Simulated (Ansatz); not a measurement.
# Ruthenium, hcp under RPBE: ground state and equation of state, part 1 of 2

What does RPBE give for ruthenium in the hcp structure? We relax it, solve it on a dense k-mesh, switch on spin-orbit coupling, then scale the cell to 7 volumes from 88 to 112 % of the relaxed one and try a fit of the equation of state. The start is ferromagnetic. The k-meshes are 13×13×8 for the relaxation; 22×22×12 for the dense run; 13×13×7 for spin-orbit coupling; 22×22×12 for the volumes. It starts from a deposited cell (COD).

Program: Ansatz 0.2.0. Level of theory: DFT RPBE, plane waves (420 eV) with PAW, scalar-relativistic; PBE-made PAW files. These are calculated values, not measurements.

### 1 The system as given

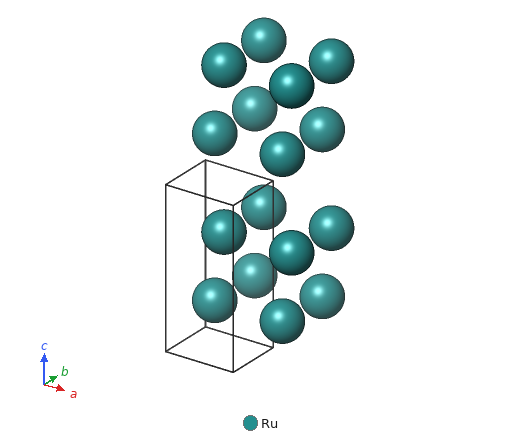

Start, viewed slightly off an axis; ruthenium teal. 2×2×2 cells are drawn. Any atoms on the faces are drawn again on the opposite ones.

As a file:

```
CELL_PARAMETERS angstrom
2.70389 0.00000 0.00000
-1.35194 2.34164 0.00000
0.00000 0.00000 4.28168
ATOMIC_POSITIONS crystal
Ru 0.33333 0.66667 0.25000
Ru 0.66667 0.33333 0.75000
```

The atoms start with moments of +1 ×2 μB.

### 2 Relaxation of the cell

The input, input.yaml:

```yaml
crystal:
  lattice:
    - [2.7038898633, 0.0, 0.0]
    - [-1.3519449316, 2.3416373106, 0.0]
    - [0.0, 0.0, 4.28168]
  atoms:
    - { symbol: Ru, position: [0.3333333333, 0.6666666667, 0.25], spin: 1.0 }
    - { symbol: Ru, position: [0.6666666667, 0.3333333333, 0.75], spin: 1.0 }
hamiltonian:
  xc: rpbe
  pseudopotentials:
    kind: paw
    azcp:
      Ru: "pseudopotentials/Ru.paw.azcp"
basis:
  ecutwfc: 420
  fft_grid_basis: typed
kpoints:
  mp_grid: { grid: [13, 13, 8], shift: [0, 0, 0] }
magnetization:
  spin_polarized: true
scf:
  occupations: { method: fermi_dirac, width: 0.05 }
relax:
  max_steps: 60
  f_tol: 0.01
  cell: {}
```

Output, shortened:

```text
Warning: RAYON_NUM_THREADS=4 ignored (pool sized by the plan → 4); use --threads N
[...]
Pseudopotentials: kind: paw
Pseudopotential: Ru, paw, valence charge 16, recommended cutoff 420 eV (normal), <dir>
Functional definition: RPBE
[...]
Crystal: 2 atoms, lattice volume = 27.110 Å³
Basis set: ecut = 420 eV, 537 PW (Γ), exchange–correlation on 40×40×60 points (8 copies of the dense FFT grid, shifted against one another)
Bands: 21, of which v1, the nominal top of the filled ones, is band 16 counted from 1 (15 counted from 0)
Symmetry: 24 space group operations
Space group: P63/mmc (ITA 194), of the structure as read, at distance tolerance 3.0e-5 Å
Magnetic group: BNS 194.263 (UNI 1493), of the structure as read, at distance tolerance 3.0e-5 Å
k-points: 105 of 1352
[...]
Starting moments: Σ|m| = 2 μB on 2 of 2 sites
[...]
SCF iter   1: F=—  HF=-11773.556030 eV  |F-HF|=—  |Δ(HF+E_count)|=         —  Δρ=7.86e-2 (↑7.86e-2 ↓4.70e-2)  dr2=3.65e0  dr2_m=1.82e-1  M=0.877 μB ∫|m|=0.880 μB  β_m=0.30  ethr=3.10e-3  ⟨swp⟩=5.1  Hψ=17770  notcnv=0
[...]
WARN: the starting moments were not kept: the SCF closed with an absolute magnetisation of 3.9e-7 μB, where they sum to 2 μB in size (2 sites). That is at most 0.1 of that sum. Measured as dr2_m measures the in/out step, that magnetisation stands 2.1e-14 eV from none, at or under the [...]
relax step   1: F+E_penalty+E_count = -11771.93882246 eV  Δ(F+E_penalty+E_count) = +0.000e0 eV  max|allowed force component| = 1.850e-17 eV/Å  Δτ_max = 0.0000 Å  P = +9.456 GPa  Ω = 27.110 Å³  (11 SCF iters, dr2 threshold 1.00e-7 eV, accepted)
[...]
relax step   5: F+E_penalty+E_count = -11771.96347353 eV  Δ(F+E_penalty+E_count) = -4.464e-4 eV  max|allowed force component| = 1.850e-17 eV/Å  Δτ_max = 0.0000 Å  P = +0.013 GPa  Ω = 27.933 Å³  stress off target by 1.92e-2 GPa  SCF on the basis re-selected at this cell (its energy is not [...]
SCF converged after 7 iterations
Magnetization: -0.0000 μB (16.0000 up, 16.0000 down)
Absolute magnetization: 0.0000 μB (∫|ρ↑−ρ↓|, with the PAW one-centre terms)
Spin contamination: 0.0000 ħ² per cell (⟨S²⟩ above its minimum at these occupations)
Per-site moments (μB) at R_I (Å): [(-3.971165187627552e-9, 1.1015985012381422), (-3.971165212444155e-9, 1.1015985012381422)]
Free energy (F): -11771.963474 eV
[...]
E sigma→0 (E₀):  -11771.956638 eV
Entropy (-TS):   -0.013670 eV (-6.835 meV/atom)
Fermi energy:    22.839681 eV
[...]
--- Forces (eV/Å), atoms counted from 1 ---
  atom   1  Ru    -0.00000000     0.00000000     0.00000000
  atom   2  Ru     0.00000000    -0.00000000     0.00000000
[...]
--- Stress (GPa, compression-positive) ---
        0.019213       0.000000       0.000000
        0.000000       0.019213       0.000000
        0.000000       0.000000       0.000125
  P = ⅓ Tr σ = 0.0129 GPa (0.129 kbar)
--- Relaxed structure (4 steps of the walk, 4 accepted, 1 SCFs on fresh bases) ---
  F+E_penalty+E_count = -11771.96347353 eV   max|allowed force component| = 1.850e-17 eV/Å   (the final SCF, on the basis selected at the relaxed cell)
  cell:  # Å, volume = 27.9335 Å³
    - [2.7370095372619185, -2.922111220548199e-11, 0.0]
    - [-1.368504768605653, 2.3703197896837227, 0.0]
    - [0.0, 0.0, 4.305679915182666]
  atoms:
    - { symbol: Ru, position: [0.3333333333333333, 0.6666666666666666, 0.25] }
    - { symbol: Ru, position: [0.6666666666666666, 0.3333333333333333, 0.7500000000000001] }
```

Wall time 9.1 s (4 threads of an Arm CPU, shared host); peak memory 0.37 GiB.

The walk, from the log:

```
step  energy change (meV/atom)  largest force (eV/Å)  pressure (GPa)  volume (Å³/atom)
   1                      0.00                0.0000            9.46            13.555
   2                      0.03                0.0000           -8.16            14.397
   3                    -12.03                0.0000           -0.54            13.995
   4                    -12.10                0.0000            0.04            13.967
   5                    -12.33                0.0000            0.01            13.967
```

Steps that repeat a cell are solved on a basis chosen anew, so their changes of energy are no gain of the relaxation.

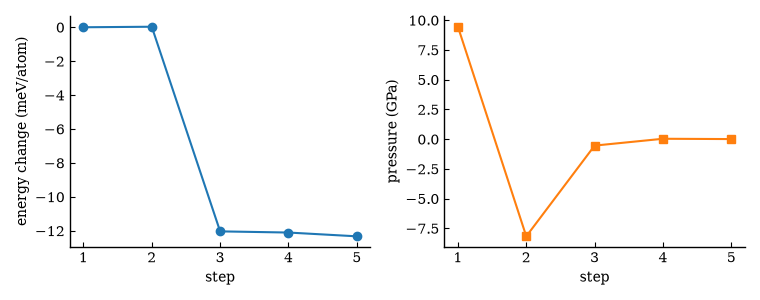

Energy and pressure over the accepted steps.

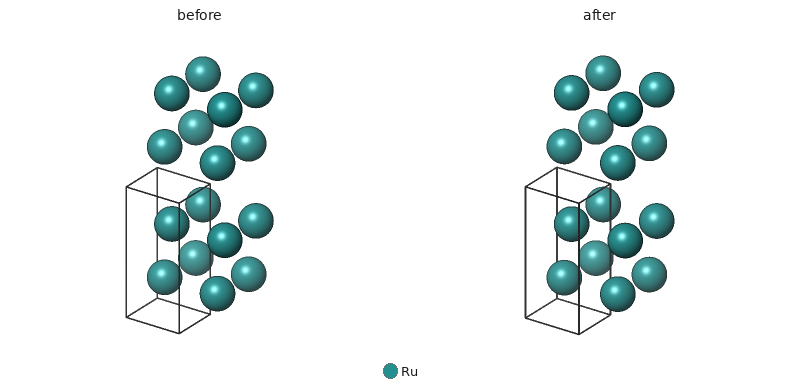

Start and end of the relaxation side by side. The cells drawn are those of the first picture.

The cell of the run, before and after:

|  | before | after | change |
| --- | --- | --- | --- |
| a (Å) | 2.704 | 2.737 | +1.2 % |
| b (Å) | 2.704 | 2.737 | +1.2 % |
| c (Å) | 4.282 | 4.306 | +0.6 % |
| volume (Å³/atom) | 13.555 | 13.967 | +3.0 % |
| shortest distance (Å) | 2.650 | 2.671 | +0.8 % |
| space group (spins left aside) | P6_3/mmc | P6_3/mmc | same |

### 3 Dense single point

The input, input.yaml:

```yaml
crystal:
  lattice:
    - [2.7370095373, 0.0, 0.0]
    - [-1.3685047686, 2.3703197897, 0.0]
    - [0.0, 0.0, 4.3056799152]
  atoms:
    - { symbol: Ru, position: [0.3333333333, 0.6666666667, 0.25], spin: 1.0 }
    - { symbol: Ru, position: [0.6666666667, 0.3333333333, 0.75], spin: 1.0 }
hamiltonian:
  xc: rpbe
  pseudopotentials:
    kind: paw
    azcp:
      Ru: "pseudopotentials/Ru.paw.azcp"
basis:
  ecutwfc: 420
  fft_grid_basis: typed
kpoints:
  mp_grid: { grid: [22, 22, 12], shift: [0, 0, 0] }
magnetization:
  spin_polarized: true
scf:
  occupations: { method: fermi_dirac, width: 0.05 }
```

Output, shortened:

```text
Warning: RAYON_NUM_THREADS=4 ignored (pool sized by the plan → 4); use --threads N
[...]
[... 3 set-up lines as earlier in the session ...]
[...]
Crystal: 2 atoms, lattice volume = 27.933 Å³
Basis set: ecut = 420 eV, 537 PW (Γ)
Bands: 21, of which v1, the nominal top of the filled ones, is band 16 counted from 1 (15 counted from 0)
[... 2 set-up lines as earlier in the session ...]
Magnetic group: BNS 194.263 (UNI 1493), of the structure as read, at distance tolerance 3.0e-5 Å
k-points: 364 of 5808
[...]
Starting moments: Σ|m| = 2 μB on 2 of 2 sites
[...]
SCF iter   1: F=—  HF=-11774.195962 eV  |F-HF|=—  |Δ(HF+E_count)|=         —  Δρ=1.01e-1 (↑1.01e-1 ↓4.08e-2)  dr2=3.80e0  dr2_m=6.30e-1  M=0.140 μB ∫|m|=0.140 μB  β_m=0.30  ethr=3.10e-3  ⟨swp⟩=5.1  Hψ=60812  notcnv=0
[...]
SCF iter   9: F=-11771.967292 eV  HF=-11771.967292 eV  |F-HF|=7.28e-12  |Δ(HF+E_count)|=  3.46e-11  Δρ=1.39e-7 (↑9.93e-8 ↓1.39e-7)  dr2=1.12e-11  dr2_m=7.31e-13  M=0.000 μB ∫|m|=0.000 μB  ethr=1.00e-12  ⟨swp⟩=1.6  Hψ=40218  notcnv=0
[...]
WARN: the starting moments were not kept: the SCF closed with an absolute magnetisation of 8.5e-7 μB, where they sum to 2 μB in size (2 sites). That is at most 0.1 of that sum. Measured as dr2_m measures the in/out step, that magnetisation stands 1.2e-13 eV from none, at or under the [...]
SCF converged after 9 iterations
Magnetization: 0.0000 μB (16.0000 up, 16.0000 down)
Absolute magnetization: 0.0000 μB (∫|ρ↑−ρ↓|, with the PAW one-centre terms)
Spin contamination: 0.0000 ħ² per cell (⟨S²⟩ above its minimum at these occupations)
Per-site moments (μB) at R_I (Å): [(-1.0418407283725535e-7, 1.1015985012462206), (-1.0418407288262233e-7, 1.1015985012462206)]
Free energy (F): -11771.967292 eV
[...]
E sigma→0 (E₀):  -11771.961169 eV
Entropy (-TS):   -0.012246 eV (-6.123 meV/atom)
Fermi energy:    22.801301 eV
[...]
```

Wall time 6.3 s (4 threads of an Arm CPU, shared host); peak memory 0.54 GiB.

### 4 Spin-orbit coupling switched on

The input, input.yaml:

```yaml
crystal:
  lattice:
    - [2.7370095373, 0.0, 0.0]
    - [-1.3685047686, 2.3703197897, 0.0]
    - [0.0, 0.0, 4.3056799152]
  atoms:
    - { symbol: Ru, position: [0.3333333333, 0.6666666667, 0.25], spin: 1.0, spin_axis: [0, 0, 1] }
    - { symbol: Ru, position: [0.6666666667, 0.3333333333, 0.75], spin: 1.0, spin_axis: [0, 0, 1] }
hamiltonian:
  xc: rpbe
  pseudopotentials:
    kind: paw_fr
    azcp:
      Ru: "pseudopotentials/Ru.paw.azcp"
basis:
  ecutwfc: 420
  fft_grid_basis: typed
kpoints:
  mp_grid: { grid: [13, 13, 7], shift: [0, 0, 0] }
magnetization:
  noncollinear: true
  spin_orbit: true
scf:
  occupations: { method: fermi_dirac, width: 0.05 }
```

Output, shortened:

```text
Warning: RAYON_NUM_THREADS=4 ignored (pool sized by the plan → 4); use --threads N
[...]
Pseudopotentials: kind: paw_fr
Pseudopotential: Ru, paw_fr, valence charge 16, recommended cutoff 420 eV (normal), <dir>
[... 1 set-up line as earlier in the session ...]
[...]
Crystal: 2 atoms, lattice volume = 27.933 Å³
Basis set: ecut = 420 eV, 537 PW (Γ)
Bands: 40, of which v1, the nominal top of the filled ones, is band 32 counted from 1 (31 counted from 0)
Symmetry: 12 space group operations + 12 with time reversal
Magnetic group: BNS 194.270 (UNI 1500), of the structure as read, at distance tolerance 3.0e-5 Å
k-points: 84 of 1183 (time reversal used)
Projection manifold: j_resolved (fully-relativistic pseudo-atomic orbitals)
[...]
Starting moments: Σ|m| = 2 μB on 2 of 2 sites
[...]
SCF iter   1: F=—  HF=-11776.038718 eV  |F-HF|=—  |Δ(HF+E_count)|=         —  Δρ=1.18e-1  dr2=3.86e0  dr2_m=6.83e-1  ethr=3.10e-3  |M|=4.71e-1 ∫|m|=4.82e-1 μB  |m|>n=0.0e0 m-floor=0.0e0 τ_xc=3.9e-49  β_m=0.30  ⟨swp⟩=8.2  Hψ=16181  notcnv=0
[...]
WARN: the starting moments were not kept: the SCF closed with an absolute magnetisation of 5.3e-6 μB, where they sum to 2 μB in size (2 sites). That is at most 0.1 of that sum. Measured as dr2_m measures the in/out step, that magnetisation stands 5.9e-12 eV from none, at or under the [...]
SCF converged after 15 iterations
Stability not checked: this state was not tested for a lower state beside it, because this non-collinear magnet's GGA is evaluated by the locally collinear projection, under which the energy is not smooth in the magnetisation (locally_collinear_gga; see scf.lower_state_search)
Magnetization: |M| = 0.0000 μB,  M = (-0.0000, +0.0000, -0.0000) μB
Absolute magnetization: 0.0000 μB (∫|m|, with the PAW one-centre terms)
  site 0: m = (+0.0000, -0.0000, -0.0000) μB, |m| = 0.0000 μB  (R = 1.10 Å)
  site 1: m = (-0.0000, +0.0000, -0.0000) μB, |m| = 0.0000 μB  (R = 1.10 Å)
Free energy (F): -11775.095855 eV
[...]
E sigma→0 (E₀):  -11775.088505 eV
Entropy (-TS):   -0.014701 eV (-7.350 meV/atom)
Fermi energy:    22.847685 eV
[...]
```

Run time: 12 s. Hardware: 4 threads of an Arm CPU, shared host; peak memory 0.52 GiB.

With and without spin-orbit coupling:

```
                          scalar-relativistic      with spin-orbit coupling
         k-mesh                      22×22×12                       13×13×7
gap on the mesh  none (levels filled in part)  none (levels filled in part)
 magnetic state                  non-magnetic                  non-magnetic
```

The meshes differ, so small differences between the columns need not come from spin-orbit coupling.

### 5 Equation of state: 88 %

The input, input.yaml:

```yaml
crystal:
  lattice:
    - [2.6228323692, 0.0, 0.0]
    - [-1.3114161846, 2.2714394616, 0.0]
    - [0.0, 0.0, 4.1260640488]
  atoms:
    - { symbol: Ru, position: [0.3333333333, 0.6666666667, 0.25], spin: 1.0 }
    - { symbol: Ru, position: [0.6666666667, 0.3333333333, 0.75], spin: 1.0 }
hamiltonian:
  xc: rpbe
  pseudopotentials:
    kind: paw
    azcp:
      Ru: "pseudopotentials/Ru.paw.azcp"
basis:
  ecutwfc: 420
  fft_grid_basis: typed
kpoints:
  mp_grid: { grid: [22, 22, 12], shift: [0, 0, 0] }
magnetization:
  spin_polarized: true
scf:
  occupations: { method: fermi_dirac, width: 0.05 }
output:
  stress: true
```

Output, shortened:

```text
Warning: RAYON_NUM_THREADS=4 ignored (pool sized by the plan → 4); use --threads N
[...]
[... 3 set-up lines as earlier in the session ...]
[...]
Crystal: 2 atoms, lattice volume = 24.581 Å³
Basis set: ecut = 420 eV, 487 PW (Γ)
Bands: 21, of which v1, the nominal top of the filled ones, is band 16 counted from 1 (15 counted from 0)
[... 1 set-up line as earlier in the session ...]
Space group: P63/mmc (ITA 194), of the structure as read, at distance tolerance 2.9e-5 Å
Magnetic group: BNS 194.263 (UNI 1493), of the structure as read, at distance tolerance 2.9e-5 Å
k-points: 364 of 5808
[...]
Starting moments: Σ|m| = 2 μB on 2 of 2 sites
[...]
SCF iter   1: F=—  HF=-11774.034718 eV  |F-HF|=—  |Δ(HF+E_count)|=         —  Δρ=1.07e-1 (↑1.07e-1 ↓4.64e-2)  dr2=3.44e0  dr2_m=6.59e-1  M=0.120 μB ∫|m|=0.120 μB  β_m=0.30  ethr=3.10e-3  ⟨swp⟩=5.1  Hψ=61943  notcnv=0
[...]
SCF iter   9: F=-11771.491271 eV  HF=-11771.491271 eV  |F-HF|=1.82e-12  |Δ(HF+E_count)|=  2.33e-10  Δρ=1.56e-7 (↑1.56e-7 ↓1.19e-7)  dr2=5.26e-13  dr2_m=4.11e-12  M=-0.000 μB ∫|m|=0.000 μB  ethr=1.00e-12  ⟨swp⟩=1.1  Hψ=42907  notcnv=0
[...]
WARN: the starting moments were not kept: the SCF closed with an absolute magnetisation of 2.1e-6 μB, where they sum to 2 μB in size (2 sites). That is at most 0.1 of that sum. Measured as dr2_m measures the in/out step, that magnetisation stands 7.8e-13 eV from none, at or under the [...]
SCF converged after 9 iterations
Magnetization: -0.0000 μB (16.0000 up, 16.0000 down)
Absolute magnetization: 0.0000 μB (∫|ρ↑−ρ↓|, with the PAW one-centre terms)
Spin contamination: 0.0000 ħ² per cell (⟨S²⟩ above its minimum at these occupations)
Per-site moments (μB) at R_I (Å): [(-5.46607197147235e-7, 1.0556441866823214), (-5.466071971601139e-7, 1.0556441866823214)]
Free energy (F): -11771.491271 eV
[...]
E sigma→0 (E₀):  -11771.486289 eV
Entropy (-TS):   -0.009964 eV (-4.982 meV/atom)
Fermi energy:    26.619394 eV
[...]
--- Stress (GPa, compression-positive) ---
       49.850229       0.000000      -0.000000
        0.000000      49.850229       0.000000
       -0.000000       0.000000      54.828239
  P = ⅓ Tr σ = 51.5096 GPa (515.096 kbar)
```

Wall time 6.2 s (4 threads of an Arm CPU, shared host); peak memory 0.52 GiB.

### 6 Equation of state: 92 %

input.yaml: that of step 5 with these lines changed.

```diff
@@ -2,5 +2,5 @@
   lattice:
-    - [2.6228323692, 0.0, 0.0]
-    - [-1.3114161846, 2.2714394616, 0.0]
-    - [0.0, 0.0, 4.1260640488]
+    - [2.6619848932, 0.0, 0.0]
+    - [-1.3309924466, 2.305346542, 0.0]
+    - [0.0, 0.0, 4.1876561748]
   atoms:
```

Output, shortened:

```text
Warning: RAYON_NUM_THREADS=4 ignored (pool sized by the plan → 4); use --threads N
[...]
[... 3 set-up lines as earlier in the session ...]
[...]
Crystal: 2 atoms, lattice volume = 25.699 Å³
Basis set: ecut = 420 eV, 523 PW (Γ)
Bands: 21, of which v1, the nominal top of the filled ones, is band 16 counted from 1 (15 counted from 0)
[... 2 set-up lines as earlier in the session ...]
Magnetic group: BNS 194.263 (UNI 1493), of the structure as read, at distance tolerance 3.0e-5 Å
k-points: 364 of 5808
[...]
Starting moments: Σ|m| = 2 μB on 2 of 2 sites
[...]
SCF iter   1: F=—  HF=-11774.240024 eV  |F-HF|=—  |Δ(HF+E_count)|=         —  Δρ=1.05e-1 (↑1.05e-1 ↓4.43e-2)  dr2=3.55e0  dr2_m=6.50e-1  M=0.125 μB ∫|m|=0.125 μB  β_m=0.30  ethr=3.10e-3  ⟨swp⟩=5.1  Hψ=61257  notcnv=0
[...]
SCF iter   9: F=-11771.773271 eV  HF=-11771.773271 eV  |F-HF|=3.91e-10  |Δ(HF+E_count)|=   5.87e-8  Δρ=9.72e-7 (↑9.72e-7 ↓6.17e-7)  dr2=5.99e-10  dr2_m=1.34e-11  M=-0.000 μB ∫|m|=0.000 μB  ethr=5.49e-11  ⟨swp⟩=2.0  Hψ=49490  notcnv=0
[...]
WARN: the starting moments were not kept: the SCF closed with an absolute magnetisation of 3.8e-6 μB, where they sum to 2 μB in size (2 sites). That is at most 0.1 of that sum. Measured as dr2_m measures the in/out step, that magnetisation stands 2.1e-12 eV from none, at or under the [...]
SCF converged after 9 iterations
Magnetization: -0.0000 μB (16.0000 up, 16.0000 down)
Absolute magnetization: 0.0000 μB (∫|ρ↑−ρ↓|, with the PAW one-centre terms)
Spin contamination: 0.0000 ħ² per cell (⟨S²⟩ above its minimum at these occupations)
Per-site moments (μB) at R_I (Å): [(6.322605888622119e-7, 1.071402393287233), (6.322605886228326e-7, 1.071402393287233)]
Free energy (F): -11771.773271 eV
[...]
E sigma→0 (E₀):  -11771.767934 eV
Entropy (-TS):   -0.010673 eV (-5.336 meV/atom)
Fermi energy:    25.238498 eV
[...]
--- Stress (GPa, compression-positive) ---
       29.062856       0.000000       0.000000
        0.000000      29.062856       0.000000
        0.000000       0.000000      32.451044
  P = ⅓ Tr σ = 30.1923 GPa (301.923 kbar)
```

Run time: 6.8 s. Hardware: 4 threads of an Arm CPU, shared host; peak memory 0.53 GiB.

### 7 Equation of state: 96 %

input.yaml: that of step 6 with these lines changed.

```diff
@@ -2,5 +2,5 @@
   lattice:
-    - [2.6619848932, 0.0, 0.0]
-    - [-1.3309924466, 2.305346542, 0.0]
-    - [0.0, 0.0, 4.1876561748]
+    - [2.7000183873, 0.0, 0.0]
+    - [-1.3500091936, 2.3382845141, 0.0]
+    - [0.0, 0.0, 4.247487918]
   atoms:
```

Output, shortened:

```text
Warning: RAYON_NUM_THREADS=4 ignored (pool sized by the plan → 4); use --threads N
[...]
[... 3 set-up lines as earlier in the session ...]
[...]
Crystal: 2 atoms, lattice volume = 26.816 Å³
Basis set: ecut = 420 eV, 537 PW (Γ)
Bands: 21, of which v1, the nominal top of the filled ones, is band 16 counted from 1 (15 counted from 0)
[... 2 set-up lines as earlier in the session ...]
Magnetic group: BNS 194.263 (UNI 1493), of the structure as read, at distance tolerance 3.0e-5 Å
k-points: 364 of 5808
[...]
Starting moments: Σ|m| = 2 μB on 2 of 2 sites
[...]
SCF iter   1: F=—  HF=-11774.282943 eV  |F-HF|=—  |Δ(HF+E_count)|=         —  Δρ=1.03e-1 (↑1.03e-1 ↓4.26e-2)  dr2=3.71e0  dr2_m=6.40e-1  M=0.132 μB ∫|m|=0.132 μB  β_m=0.30  ethr=3.10e-3  ⟨swp⟩=5.1  Hψ=61280  notcnv=0
[...]
SCF iter  10: F=-11771.922712 eV  HF=-11771.922712 eV  |F-HF|=1.82e-12  |Δ(HF+E_count)|=  1.82e-12  Δρ=2.70e-8 (↑2.70e-8 ↓1.41e-8)  dr2=4.13e-13  dr2_m=1.35e-14  M=-0.000 μB ∫|m|=0.000 μB  ethr=1.00e-12  ⟨swp⟩=1.0  Hψ=33488  notcnv=0
[...]
WARN: the starting moments were not kept: the SCF closed with an absolute magnetisation of 1.4e-7 μB, where they sum to 2 μB in size (2 sites). That is at most 0.1 of that sum. Measured as dr2_m measures the in/out step, that magnetisation stands 3.9e-15 eV from none, at or under the [...]
SCF converged after 10 iterations
Magnetization: -0.0000 μB (16.0000 up, 16.0000 down)
Absolute magnetization: 0.0000 μB (∫|ρ↑−ρ↓|, with the PAW one-centre terms)
Spin contamination: 0.0000 ħ² per cell (⟨S²⟩ above its minimum at these occupations)
Per-site moments (μB) at R_I (Å): [(-4.536367348936866e-8, 1.0867102099206947), (-4.536367352982321e-8, 1.0867102099206947)]
Free energy (F): -11771.922712 eV
[...]
E sigma→0 (E₀):  -11771.916997 eV
Entropy (-TS):   -0.011430 eV (-5.715 meV/atom)
Fermi energy:    23.970100 eV
[...]
--- Stress (GPa, compression-positive) ---
       12.623206       0.000000       0.000000
        0.000000      12.623206       0.000000
        0.000000       0.000000      14.723516
  P = ⅓ Tr σ = 13.3233 GPa (133.233 kbar)
```

Run time: 6.8 s. Hardware: 4 threads of an Arm CPU, shared host; peak memory 0.54 GiB.

(Continued in part 2 of 2.)
